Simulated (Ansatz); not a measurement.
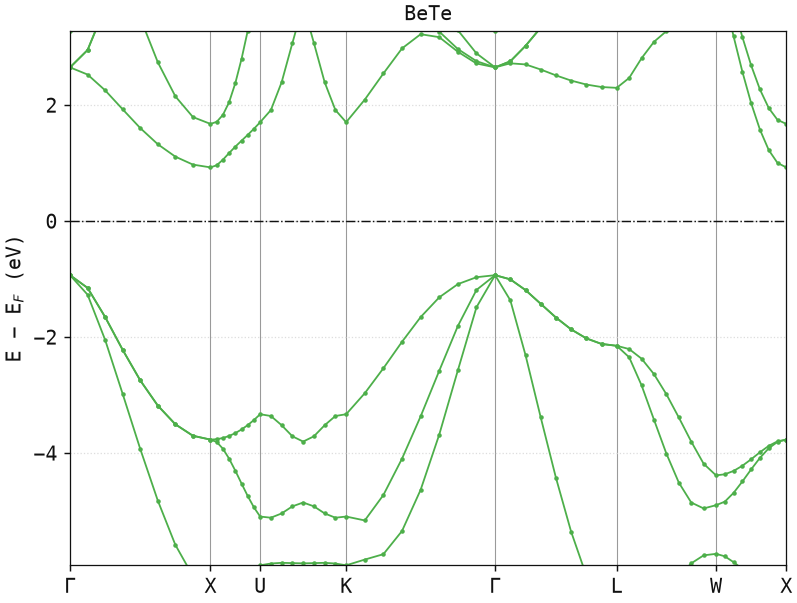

Band structure. Energies are counted from the Fermi level. The path runs straight from each named point to the next.

Q: Which Bravais lattice do the labels of the path belong to?

A: A face-centred cubic lattice: the path Γ–X–U–K–Γ–L–W–X runs through the special points of its Brillouin zone.

System: BeTe, space group F-43m (No. 216), 2 atoms in the cell, a database entry, rescaled.

```yaml
crystal:
  lattice:
    - [0.00000, 2.76796, 2.76796]
    - [2.76796, 0.00000, 2.76796]
    - [2.76796, 2.76796, 0.00000]
  atoms:
    - { symbol: Be, position: [0.00000, 0.00000, 0.00000] }
    - { symbol: Te, position: [0.25000, 0.25000, 0.25000] }
```

Method: DFT with PBE, PAW plane waves, no spin polarisation, 8×8×8 k mesh, 420 eV cutoff, Fermi-Dirac smearing of 0.086 eV (Ansatz 0.2.0).

Q: Is there a gap? Give its size, its kind and where the band edges lie.

A: A semiconductor. The gap along this path is 1.86 eV and indirect, from the valence-band top at Γ to the conduction-band bottom at X; the smallest direct gap is 3.58 eV, at Γ.

Q: What are the direct gaps at K, L and X?

A: The direct gaps are 5.04 eV at K, 4.45 eV at L and 4.70 eV at X.

Q: How many bands meet at the valence-band top?

A: Three bands meet at the valence-band top at Γ: it is triply degenerate (spin aside).

Spin-orbit coupling is left out, which matters for Te.
